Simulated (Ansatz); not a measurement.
Geometry relaxation, with input and output: GaN

The run: geometry relaxation of GaN (P6₃mc, 4 atoms in the cell). Method and program: DFT r2SCAN, scalar-relativistic, plane waves, PAW, no spin polarisation (Ansatz 0.2.0).

The structure derives from a Materials Project entry.

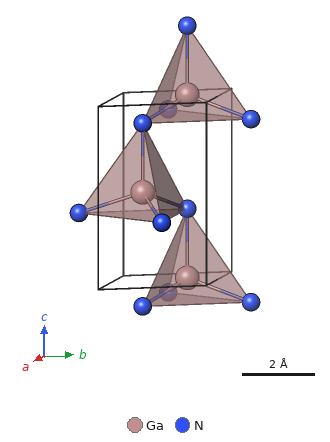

Fig. 1: The structure as given in the input (polyhedral view of the cell of the calculation, seen slightly off an axis; polyhedra are completed across the faces of the cell).

### Results in brief

- outcome: converged
- space group (tolerance 0.01 Å): P6₃mc (186)
- electrons treated: 36
- free energy: −8352.7745 eV
- Fermi energy: 10.662 eV
- gap on the k-point mesh: 2.35 eV
- pressure: 0.00 GPa
- final volume: 45.48 Å³
- largest force (length of the vector) at the end: 0.001 eV/Å
- final cell: a = 3.183 Å, b = 3.183 Å, c = 5.184 Å, α = 90.00°, β = 90.00°, γ = 120.00°
- hardware: 1 thread of Oxide Virtual Turin-like (Zen 5), 32 GiB of memory available, shared host
- wall time: 76 s
- peak memory: 0.53 GiB

### Input
```yaml
crystal:
  lattice:
    - [3.1889304035, 0.0, 0.0]
    - [-1.5944652018, 2.7616947404, 0.0]
    - [0.0, 0.0, 5.19235725]
  atoms:
    - { symbol: Ga, position: [0.66666667, 0.33333333, 0.49908371] }
    - { symbol: Ga, position: [0.33333333, 0.66666667, 0.99908371] }
    - { symbol: "N", position: [0.66666667, 0.33333333, 0.87591629] }
    - { symbol: "N", position: [0.33333333, 0.66666667, 0.37591629] }
basis:
  ecutwfc: 500
kpoints:
  mp_grid: { grid: [12, 12, 6] }
hamiltonian:
  xc: r2scan
scf:
  occupations: { method: gaussian, width: 0.02 }
output:
  forces: true
  stress: true
  eigenvalues: true
relax:
  adjacent_minimum: "off"
  f_tol: 0.005
  max_steps: 80
  cell: { stress_tol: 0.05 }
```

Launched with:
```bash
ansatz run input.yaml --threads 1 --pin off --max-ram 2560MiB --backend cpu --events-out ev --progress --plain --runs-dir out
```

### The program's output
```
Engine: ansatz 0.2.0, x86_64-unknown-linux-gnu
Pseudopotentials: kind: paw
Pseudopotential: Ga, paw, valence charge 13, recommended cutoff 500 eV (meta_gga), Ga.paw.azcp
Pseudopotential: N, paw, valence charge 5, recommended cutoff 500 eV (meta_gga), N.paw.azcp
Functional definition: r2SCAN
  parameter k0 = 0.174
  parameter k1 = 0.065
  parameter a1 = 4.9479
  exchange = r2scan_x(k0 = k0, k1 = k1, a1 = a1)
  correlation = r2scan_c
Crystal: 4 atoms, lattice volume = 45.728 Å³
Basis set: ecut = 500 eV, 1141 PW (Γ), exchange–correlation on 96×96×160 points (64 copies of the dense FFT grid, shifted against one another)
Bands: 22, of which v1, the nominal top of the filled ones, is band 18 counted from 1 (17 counted from 0)
Symmetry: 12 space group operations
Space group: P63mc (ITA 186), of the structure as read, at distance tolerance 3.6e-5 Å
k-points: 76 of 864 (time reversal used)
Non-local potential: Ga, projectors of the file, l = 0: 2, l = 1: 2, l = 2: 3, l = 3: 1
Non-local potential: N, projectors of the file, l = 0: 2, l = 1: 2, l = 2: 1
PAW form: soft (Blöchl's): semilocal exchange-correlation on the pseudo side does not see the compensation charge
PAW frozen core: Ga, regenerated for the run's functional (the file was generated under x = pbe(κ = 0.804, μ = 0.2195149727645171), c = pbe(β = 0.06672455060314922))
PAW frozen core: N, regenerated for the run's functional (the file was generated under x = pbe(κ = 0.804, μ = 0.2195149727645171), c = pbe(β = 0.06672455060314922))
PAW one-centre angular grid: Ga, 590 points (default); XC on 160 Gauss nodes
PAW one-centre angular grid: N, 302 points (default); XC on 160 Gauss nodes
Initial density: superposition of atomic densities (neutral atoms: chi_scale 0, normalization atom), corrected by the library's trained network
Initial wavefunctions: pseudopotential atomic-orbital guess
Functional: x = r2scan, c = r2scan; τ floored in thin density (d = 2e-4 eV/Å³)
SCF iter   1: F=—  HF=-8352.711823 eV  |F-HF|=—  |Δ(HF+E_count)|=         —  Δρ=1.25e-2  dr2=2.66e-2  dr2_τ=1.88e-1  ethr=1.77e-3  ⟨swp⟩=5.5  Hψ=7048  notcnv=0
preconditioner: auto → Resta (q_TF=auto, 2.622 Å⁻¹)  ε∞=4.5  [insulator: Δε(μ)=2.275 eV  Ē_g=17.609 eV  σ=0.020 eV  W_gap=1.00  n_scr=22 (ndim 8)  ℏωp=32.9 eV  f_vac=0.008  D(μ)=0.00/eV (n_scr^D=0)  ε∞_Penn≈4.5]
SCF iter   2: F=—  HF=-8352.774137 eV  |F-HF|=—  |Δ(HF+E_count)|=   6.23e-2  Δρ=5.84e-3  dr2=9.46e-3  dr2_τ=3.14e-4  ethr=7.40e-5  ⟨swp⟩=2.9  Hψ=4173  notcnv=0
SCF iter   3: F=—  HF=-8352.773610 eV  |F-HF|=—  |Δ(HF+E_count)|=   5.27e-4  Δρ=3.68e-3  dr2=2.65e-3  dr2_τ=8.79e-5  ethr=2.63e-5  ⟨swp⟩=3.0  Hψ=3204  notcnv=0
SCF iter   4: F=—  HF=-8352.773627 eV  |F-HF|=—  |Δ(HF+E_count)|=   1.77e-5  Δρ=2.96e-4  dr2=2.11e-5  dr2_τ=8.07e-6  ethr=7.36e-6  ⟨swp⟩=3.0  Hψ=3247  notcnv=0
SCF iter   5: F=—  HF=-8352.773650 eV  |F-HF|=—  |Δ(HF+E_count)|=   2.30e-5  Δρ=1.29e-4  dr2=3.98e-6  dr2_τ=4.31e-7  ethr=5.87e-8  ⟨swp⟩=2.0  Hψ=2880  notcnv=0
SCF iter   6: F=—  HF=-8352.773655 eV  |F-HF|=—  |Δ(HF+E_count)|=   4.41e-6  Δρ=3.54e-5  dr2=6.04e-7  dr2_τ=2.77e-8  ethr=1.10e-8  ⟨swp⟩=2.7  Hψ=3040  notcnv=0
SCF iter   7: F=—  HF=-8352.773655 eV  |F-HF|=—  |Δ(HF+E_count)|=   8.41e-9  Δρ=1.77e-5  dr2=1.42e-7  dr2_τ=8.85e-9  ethr=2.78e-10  ⟨swp⟩=6.0  Hψ=7875  notcnv=0
SCF iter   8: F=-8352.773655 eV  HF=-8352.773655 eV  |F-HF|=1.64e-8  |Δ(HF+E_count)|=   2.31e-8  Δρ=7.92e-6  dr2=2.85e-8  dr2_τ=4.82e-10  ethr=2.78e-10  ⟨swp⟩=4.0  Hψ=5152  notcnv=0
SCF 1 converged in 8 iterations: F = -8352.773655 eV  dr2 = 2.85e-8
  greatest PAW one-centre occupation: 0.995 electrons in one spin orbital (limit 2), on the Ga atom at site 0 (counted from 0), in its partial waves of l = 2
relax step   1: F+E_penalty+E_count = -8352.77365477 eV  Δ(F+E_penalty+E_count) = +0.000e0 eV  max|allowed force component| = 1.114e-3 eV/Å  Δτ_max = 0.0000 Å  P = -1.037 GPa  Ω = 45.728 Å³  (8 SCF iters, dr2 threshold 1.00e-7 eV, accepted)
Crystal: 4 atoms, lattice volume = 45.577 Å³
Initial density: handed on by an earlier stage of this run
Initial wavefunctions: those handed on with the density
iter 1 solved again at ethr=3.45e-7 eV; its pass at ethr=3.10e-3 eV (dr2=1.24e-4 eV) is discarded
SCF iter   1: F=—  HF=-8352.774266 eV  |F-HF|=—  |Δ(HF+E_count)|=         —  Δρ=4.82e-4  dr2=1.21e-4  dr2_τ=1.32e-4  ethr=3.45e-7  ⟨swp⟩=2.4  Hψ=8153  notcnv=0
preconditioner: auto → Resta (q_TF=auto, 2.623 Å⁻¹)  ε∞=4.6  [insulator: Δε(μ)=2.339 eV  Ē_g=17.513 eV  σ=0.020 eV  W_gap=1.00  n_scr=22 (ndim 8)  ℏωp=33.0 eV  f_vac=0.010  D(μ)=0.00/eV (n_scr^D=0)  ε∞_Penn≈4.6]
SCF iter   2: F=—  HF=-8352.774429 eV  |F-HF|=—  |Δ(HF+E_count)|=   1.63e-4  Δρ=2.18e-4  dr2=2.91e-5  dr2_τ=9.43e-7  ethr=3.35e-7  ⟨swp⟩=2.0  Hψ=3040  notcnv=0
SCF iter   3: F=—  HF=-8352.774426 eV  |F-HF|=—  |Δ(HF+E_count)|=   2.88e-6  Δρ=1.06e-4  dr2=3.72e-6  dr2_τ=3.54e-7  ethr=8.09e-8  ⟨swp⟩=2.0  Hψ=2338  notcnv=0
SCF iter   4: F=—  HF=-8352.774425 eV  |F-HF|=—  |Δ(HF+E_count)|=   6.35e-7  Δρ=3.55e-5  dr2=5.83e-7  dr2_τ=4.34e-8  ethr=1.03e-8  ⟨swp⟩=2.0  Hψ=2933  notcnv=0
SCF iter   5: F=-8352.774425 eV  HF=-8352.774425 eV  |F-HF|=1.06e-7  |Δ(HF+E_count)|=   6.79e-8  Δρ=1.84e-5  dr2=2.29e-7  dr2_τ=4.73e-9  ethr=1.11e-9  ⟨swp⟩=5.0  Hψ=7107  notcnv=0
SCF 2 converged in 5 iterations: F = -8352.774425 eV  dr2 = 2.29e-7
  greatest PAW one-centre occupation: 0.995 electrons in one spin orbital (limit 2), on the Ga atom at site 1 (counted from 0), in its partial waves of l = 2
relax step   2: F+E_penalty+E_count = -8352.77442521 eV  Δ(F+E_penalty+E_count) = -7.704e-4 eV  max|allowed force component| = 9.757e-4 eV/Å  Δτ_max = 0.0001 Å  P = -0.397 GPa  Ω = 45.577 Å³  energy of the carried Pulay correction = +9.328e-5 eV  (5 SCF iters, dr2 threshold 4.00e-7 eV, accepted)
Crystal: 4 atoms, lattice volume = 45.484 Å³
Basis set: ecut = 500 eV, 1129 PW (Γ), exchange–correlation on 96×96×160 points (64 copies of the dense FFT grid, shifted against one another)
iter 1 solved again at ethr=1.54e-7 eV; its pass at ethr=3.10e-3 eV (dr2=5.56e-5 eV) is discarded
SCF iter   1: F=—  HF=-8352.774536 eV  |F-HF|=—  |Δ(HF+E_count)|=         —  Δρ=3.19e-4  dr2=5.42e-5  dr2_τ=5.17e-5  ethr=1.54e-7  ⟨swp⟩=2.5  Hψ=8164  notcnv=0
preconditioner: auto → Resta (q_TF=auto, 2.624 Å⁻¹)  ε∞=4.6  [insulator: Δε(μ)=2.352 eV  Ē_g=17.527 eV  σ=0.020 eV  W_gap=1.00  n_scr=22 (ndim 8)  ℏωp=33.0 eV  f_vac=0.010  D(μ)=0.00/eV (n_scr^D=0)  ε∞_Penn≈4.6]
SCF iter   2: F=—  HF=-8352.774598 eV  |F-HF|=—  |Δ(HF+E_count)|=   6.23e-5  Δρ=1.42e-4  dr2=1.25e-5  dr2_τ=4.49e-7  ethr=1.51e-7  ⟨swp⟩=2.0  Hψ=3040  notcnv=0
SCF iter   3: F=—  HF=-8352.774597 eV  |F-HF|=—  |Δ(HF+E_count)|=   1.19e-6  Δρ=6.59e-5  dr2=1.40e-6  dr2_τ=1.20e-7  ethr=3.49e-8  ⟨swp⟩=2.0  Hψ=2194  notcnv=0
SCF iter   4: F=-8352.774597 eV  HF=-8352.774597 eV  |F-HF|=2.90e-7  |Δ(HF+E_count)|=   1.18e-7  Δρ=2.52e-5  dr2=3.22e-7  dr2_τ=2.51e-8  ethr=1.11e-9  ⟨swp⟩=5.6  Hψ=7507  notcnv=0
SCF 3 converged in 4 iterations: F = -8352.774597 eV  dr2 = 3.22e-7
relax step   3: F+E_penalty+E_count = -8352.77459686 eV  Δ(F+E_penalty+E_count) = -1.717e-4 eV  max|allowed force component| = 4.878e-4 eV/Å  Δτ_max = 0.0001 Å  P = +0.005 GPa  Ω = 45.484 Å³  energy of the carried Pulay correction = +1.510e-4 eV  (4 SCF iters, dr2 threshold 3.98e-7 eV, accepted)
Initial wavefunctions: pseudopotential atomic-orbital guess (no wavefunctions were taken with the density)
iter 1 solved again at ethr=2.43e-8 eV; its pass at ethr=3.10e-3 eV (dr2=8.74e-6 eV) is discarded
SCF iter   1: F=—  HF=-8352.774451 eV  |F-HF|=—  |Δ(HF+E_count)|=         —  Δρ=3.17e-5  dr2=3.78e-7  dr2_τ=4.76e-8  ethr=2.43e-8  ⟨swp⟩=3.0  Hψ=11923  notcnv=0
preconditioner: auto → Resta (q_TF=auto, 2.624 Å⁻¹)  ε∞=4.6  [insulator: Δε(μ)=2.351 eV  Ē_g=17.526 eV  σ=0.020 eV  W_gap=1.00  n_scr=22 (ndim 8)  ℏωp=33.0 eV  f_vac=0.010  D(μ)=0.00/eV (n_scr^D=0)  ε∞_Penn≈4.6]
SCF iter   2: F=—  HF=-8352.774451 eV  |F-HF|=—  |Δ(HF+E_count)|=   1.17e-7  Δρ=1.53e-5  dr2=8.89e-8  dr2_τ=8.90e-9  ethr=1.05e-9  ⟨swp⟩=2.0  Hψ=2888  notcnv=0
SCF iter   3: F=—  HF=-8352.774451 eV  |F-HF|=—  |Δ(HF+E_count)|=   1.95e-8  Δρ=9.53e-6  dr2=3.06e-8  dr2_τ=8.37e-10  ethr=2.47e-10  ⟨swp⟩=2.0  Hψ=2450  notcnv=0
SCF iter   4: F=—  HF=-8352.774451 eV  |F-HF|=—  |Δ(HF+E_count)|=   5.99e-9  Δρ=1.44e-6  dr2=1.07e-9  dr2_τ=2.40e-10  ethr=8.50e-11  ⟨swp⟩=2.0  Hψ=3040  notcnv=0
SCF iter   5: F=—  HF=-8352.774451 eV  |F-HF|=—  |Δ(HF+E_count)|=  3.09e-11  Δρ=5.32e-7  dr2=1.11e-10  dr2_τ=4.98e-12  ethr=2.96e-12  ⟨swp⟩=2.0  Hψ=2955  notcnv=0
SCF iter   6: F=-8352.774451 eV  HF=-8352.774451 eV  |F-HF|=0.00e0  |Δ(HF+E_count)|=  3.46e-11  Δρ=7.41e-8  dr2=1.92e-12  dr2_τ=1.01e-13  ethr=1.00e-12  ⟨swp⟩=4.0  Hψ=6059  notcnv=0
SCF 4 converged in 6 iterations: F = -8352.774451 eV  dr2 = 1.92e-12
relax step   4: F+E_penalty+E_count = -8352.77445101 eV  Δ(F+E_penalty+E_count) = +1.459e-4 eV  max|allowed force component| = 5.098e-4 eV/Å  Δτ_max = 0.0000 Å  P = +0.004 GPa  Ω = 45.484 Å³  stress off target by 4.47e-3 GPa  SCF on the basis re-selected at this cell (its energy is not comparable with the rows above)  (6 SCF iters)
```

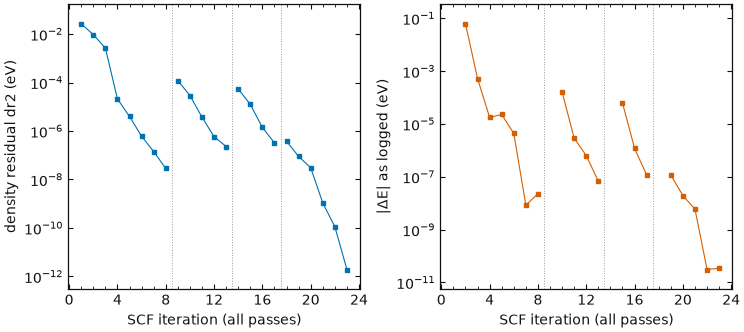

Fig. 2: Convergence of the self-consistent field: density residual dr2 and size of the energy change against the SCF iteration. The dotted lines part the SCF passes of the relaxation: geometry steps, rejected trials and re-solves on a re-selected basis. The passes take 8, 5, 4 and 6 iterations.

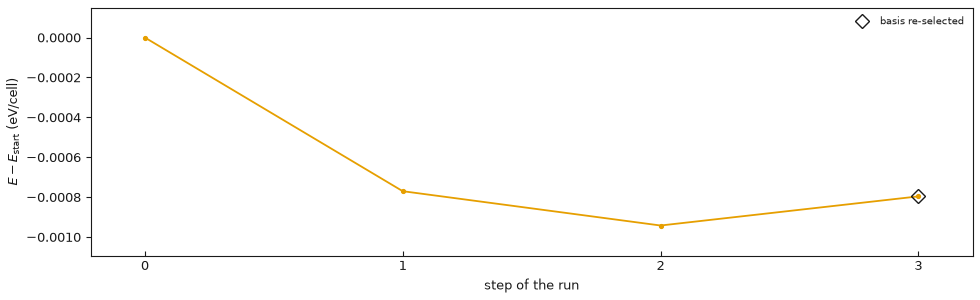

Fig. 3: Progress of the relaxation, step by step (the first geometry is step 0 here and step 1 in the log). Over 2 geometry steps the energy falls by 0.9 meV per cell of the calculation. Largest force component: 0.0011 eV/Å at the start, 0.00051 eV/Å at the end. Pressure: −1.04 GPa at the start and 0.00 GPa at the end. The atoms keep their places relative to the cell (all moves are under 0.005 Å). The volume changes by −0.5 %, with a = b 3.189 → 3.183 Å (−0.2 %), c 5.192 → 5.184 Å (−0.2 %). The space group stays P6_3mc (No. 186). A last SCF at the same geometry on a re-selected plane-wave basis shifts the energy by +0.1 meV per cell of the calculation. (Atoms are counted from 1 in the order of the input.)

```
basis re-selected at this cell: Δ(F+E_penalty+E_count) = +1.459e-4 eV, ΔP = -0.001 GPa vs the last step (what re-selecting the basis moved, of the pressure what is left beyond the Pulay correction that the steps carried, after the strain that the cell walked since its last selection, with what the two solves' SCF thresholds leave and, on support functions, any second-order correction that the steps lacked; it is no measure of the basis error at this ecutwfc). This SCF's stress stands 4.47e-3 GPa from its target on what of the cell is left free (relax.cell.stress_tol is 5.00e-2 GPa) and its largest allowed force component is 5.10e-4 eV/Å (relax.f_tol is 5.00e-3 eV/Å): within both
SCF converged after 6 iterations
Free energy (F): -8352.774451 eV
Harris-Foulkes:  -8352.774451 eV  (|F-HF|=0.00e0)
Internal energy: -8352.774451 eV  (E = F + TS)
E sigma→0 (E₀):  -8352.774451 eV
Fermi energy:    10.662145 eV
--- Per-component energies (eV) ---
  E_band       = -29.650685
  E_kinetic    = 494.367842
  E_local      = -3904.020186  (includes V_loc(G=0)·N_el)
  E_nonlocal   = 952.977843
  E_hartree    = 1801.761593
  E_xc         = -243.549170
  E_vxc        = -287.265896  (∫ρ·V_xc dr)
  E_paw        = -4274.771426  (= ΣΔE_a)
  E_vpaw       = -904.915198  (= ΣTr[D̂ρ^β])
  E_aug_tail   = -0.000045  (compensation charges beyond the density's cutoff)
  E_vtau       = 15.681824  (kinetic-family band-sum trace: ∫τ·v_τ [+ j·A + Jᵃ·Aᵃ] dr)
  E_ewald      = -3178.175632
  E_core_change = -1.365269  (= ΣΔE_core)
  E_smearing   = -0.000000  (= −TS)
  E_closure    = -0.000000  (closes the sum)
  Σ components = -8352.774451   (vs F -8352.774451, Δ=0.00e0)
--- Forces (eV/Å), atoms counted from 1 ---
  atom   1  Ga     0.00000000    -0.00000000     0.00051613
  atom   2  Ga    -0.00000000     0.00000000     0.00051613
  atom   3  N      0.00000000    -0.00000000    -0.00050350
  atom   4  N     -0.00000000     0.00000000    -0.00050350
  max |Σ_I F_I| component: 2.52e-5 eV/Å
--- Stress (GPa, compression-positive) ---
        0.004466      -0.000000      -0.000000
       -0.000000       0.004466      -0.000000
       -0.000000      -0.000000       0.002524
  P = ⅓ Tr σ = 0.0038 GPa (0.038 kbar)
--- Band table (eV; the first three rows and the last of 76) ---
  k-point 0: bands = ["-7.3242", "-6.3458", "-4.4041", "-4.3888", "-4.3888", "-4.3215", "-4.3215", "-4.1091", "-4.1091", "-4.0118", "-4.0118", "-2.8747", "2.2942", "8.4192", "8.4192", "9.4507", "9.4866", "9.4866", "11.8376", "14.3212", "19.4576", "20.0866"]
  k-point 1: bands = ["-7.2437", "-6.3862", "-4.3868", "-4.3868", "-4.3799", "-4.3284", "-4.3284", "-4.1003", "-4.1003", "-4.0162", "-4.0162", "-3.1340", "2.7953", "8.4875", "8.4875", "8.6496", "9.4119", "9.4119", "12.5117", "14.3746", "19.2504", "20.1158"]
  k-point 2: bands = ["-7.0276", "-6.5196", "-4.3792", "-4.3792", "-4.3453", "-4.3453", "-4.2843", "-4.0782", "-4.0782", "-4.0298", "-4.0298", "-3.6407", "4.0165", "7.1702", "8.6763", "8.6763", "9.2101", "9.2101", "13.5545", "14.4523", "18.8230", "19.2555"]
  k-point 75: bands = ["-6.1573", "-6.1573", "-4.2539", "-4.2539", "-4.2386", "-4.2386", "-4.0887", "-4.0887", "-4.0701", "-4.0701", "-2.4635", "-2.4635", "3.2352", "3.2352", "5.1878", "5.1878", "7.9618", "7.9618", "16.5192", "16.5192", "17.3676", "17.3676"]
--- Relaxed structure (3 steps of the walk, 3 accepted, 1 SCFs on fresh bases) ---
  F+E_penalty+E_count = -8352.77445101 eV   max|allowed force component| = 5.098e-4 eV/Å   (the final SCF, on the basis selected at the relaxed cell)
  cell:  # Å, volume = 45.4842 Å³
    - [3.183096903952751, 2.8814734848231956e-11, -4.591147663493878e-19]
    - [-1.5915484520013297, 2.75664278151627, 3.760393823933605e-19]
    - [-7.475509289880671e-19, 2.754058439196341e-19, 5.183582921118638]
  atoms:
    - { symbol: Ga, position: [0.6666666666666665, 0.3333333333333333, 0.4991072755759946] }
    - { symbol: Ga, position: [0.3333333333333333, 0.6666666666666666, 0.9991072755759945] }
    - { symbol: N, position: [0.6666666666666665, 0.3333333333333333, 0.8758927244240052] }
    - { symbol: N, position: [0.3333333333333333, 0.6666666666666666, 0.3758927244240053] }
```

### Trajectory as extended XYZ (Å, eV, eV/Å), 4 frames, from step=1 to step=4
```
4
Lattice="3.1889 0.0000 0.0000 -1.5945 2.7617 0.0000 0.0000 0.0000 5.1924" Properties=species:S:1:pos:R:3:forces:R:3 step=1 energy=-8352.77366 pressure_GPa=-1.04
Ga    1.5945    0.9206    2.5914    0.0000   0.0000   0.0011
Ga    0.0000    1.8411    5.1876    0.0000   0.0000   0.0011
N     1.5945    0.9206    4.5481    0.0000   0.0000  -0.0011
N     0.0000    1.8411    1.9519    0.0000   0.0000  -0.0011
4
Lattice="3.1853 0.0000 0.0000 -1.5927 2.7586 0.0000 0.0000 0.0000 5.1870" Properties=species:S:1:pos:R:3:forces:R:3 step=2 energy=-8352.77442 pressure_GPa=-0.40
Ga    1.5927    0.9195    2.5888    0.0000   0.0000   0.0010
Ga    0.0000    1.8390    5.1823    0.0000   0.0000   0.0010
N     1.5927    0.9195    4.5433    0.0000   0.0000  -0.0010
N     0.0000    1.8390    1.9498    0.0000   0.0000  -0.0010
4
Lattice="3.1831 0.0000 0.0000 -1.5915 2.7566 0.0000 0.0000 0.0000 5.1836" Properties=species:S:1:pos:R:3:forces:R:3 step=3 energy=-8352.77460 pressure_GPa=0.00
Ga    1.5915    0.9189    2.5872    0.0000   0.0000   0.0005
Ga    0.0000    1.8378    5.1790    0.0000   0.0000   0.0005
N     1.5915    0.9189    4.5403    0.0000   0.0000  -0.0005
N     0.0000    1.8378    1.9485    0.0000   0.0000  -0.0005
4
Lattice="3.1831 0.0000 0.0000 -1.5915 2.7566 0.0000 0.0000 0.0000 5.1836" Properties=species:S:1:pos:R:3:forces:R:3 step=4 energy=-8352.77445 pressure_GPa=0.00
Ga    1.5915    0.9189    2.5872    0.0000   0.0000   0.0005
Ga    0.0000    1.8378    5.1790    0.0000   0.0000   0.0005
N     1.5915    0.9189    4.5403    0.0000   0.0000  -0.0005
N     0.0000    1.8378    1.9485    0.0000   0.0000  -0.0005
```

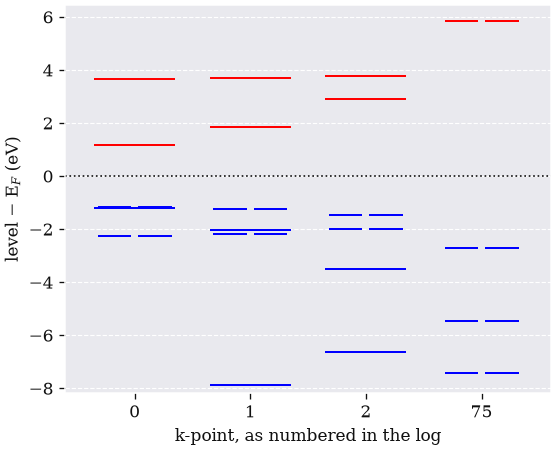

Fig. 4: Kohn–Sham levels near the Fermi level (dotted) at the few k-points that the log prints; levels within 0.02 eV of each other stand side by side. Among these points the highest filled and lowest empty levels are 2.35 eV apart, which is the gap on the mesh.
